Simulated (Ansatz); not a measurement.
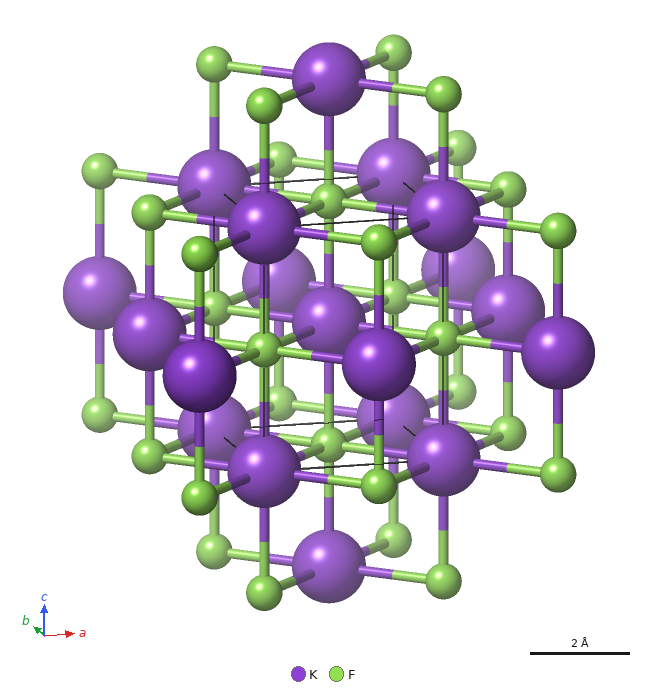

Ball-and-stick representation of a periodic structure, projected slightly off an axis. The conventional unit cell is drawn as a box. Neighbours across the faces are drawn wherever a bond reaches them.

KF, space group I4/mmm (No. 139), a = 3.760 Å, b = 3.760 Å, c = 5.058 Å, α = 90.00°, β = 90.00°, γ = 90.00°. Origin of the cell: a structure type filled with these elements by a generator (whether the compound takes this form wasn't checked). The cell was then strained or its atoms displaced on purpose. It was the input of a calculation with Ansatz.

This one geometry was computed with Ansatz (DFT, plane waves, PAW) at three levels of theory: PBE, HSE06 and r2SCAN. It was relaxed with r2SCAN and then strained.

Question: Which level gives the highest pressure at this volume, and what does that say about its equilibrium volume?

Answer: Highest: PBE (4.3 GPa), which points to the largest equilibrium volume. Lowest, with the smallest volume: r2SCAN (2.3 GPa). Levels within 0.5 GPa of each other can't be told apart.

Question: How does the band gap change with the level of theory?

Answer: PBE: a gap of 6.44 eV, direct; r2SCAN: a gap of 7.09 eV, direct; HSE06: a gap of 8.47 eV, direct.

Question: Collect the results in a table.

Answer:
| level | cutoff (eV) | k-mesh of the run's cell | gap (eV) | pressure (GPa) |
| --- | --- | --- | --- | --- |
| PBE | 420 | 8×8×8 | 6.44 | 4.3 |
| HSE06 | 420 | 6×6×6 | 8.47 | 3.3 |
| r2SCAN | 500 | 8×8×8 | 7.09 | 2.3 |

Gaps are taken on the k-mesh or band path of each run.
